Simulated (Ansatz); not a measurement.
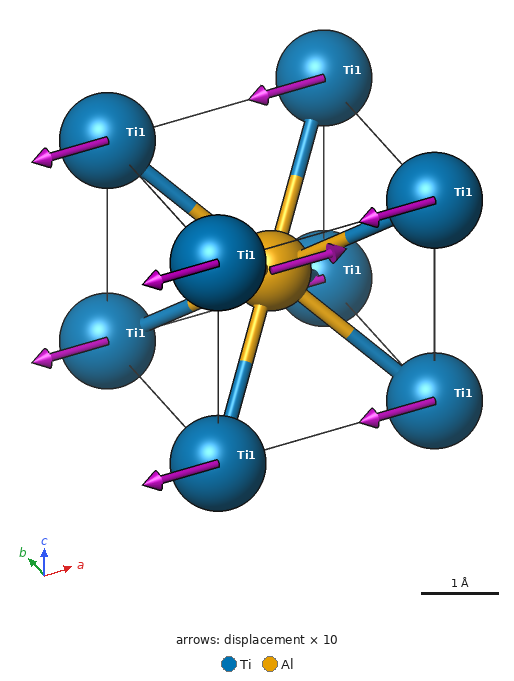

A symmetric starting cell of TiAl. The purple arrows show how the atoms are displaced, magnified 10 times. A ball-and-stick model of the cell of the calculation, seen from a free direction.

Theory: DFT PBEsol, scalar-relativistic, plane waves, PAW (Ansatz 0.2.0). Set-up: plane-wave cutoff 420 eV; k-point mesh 12 × 12 × 12; occupations gaussian; smearing width 0.1 eV; no spin polarisation.

**Describe the change and its computed effect.**

Atoms are displaced by 0.11 Å: Al 0.11 Å along +a, Ti 0.11 Å along −a. No relaxation follows. The starting cell wasn't computed here and needn't be at equilibrium, so pressure and forces aren't due to the change alone. The pressure is −0.5 GPa (not all of it need come from the change, since the unchanged cell can be under pressure at this level too). The principal stresses (compression positive) are −2.1 GPa along a and 0.3 GPa across it. The largest forces, 1.4 eV/Å, act on Ti and Al; on the Ti atom it points along +a. The forces point straight back along the displacements (cosine −1.00). Among the bonded contacts that change: Al–Ti 2.753 → 2.630 to 2.889 Å. The space group (tolerance 0.01 Å) goes from Pm-3m (No. 221) to P4mm (No. 99).
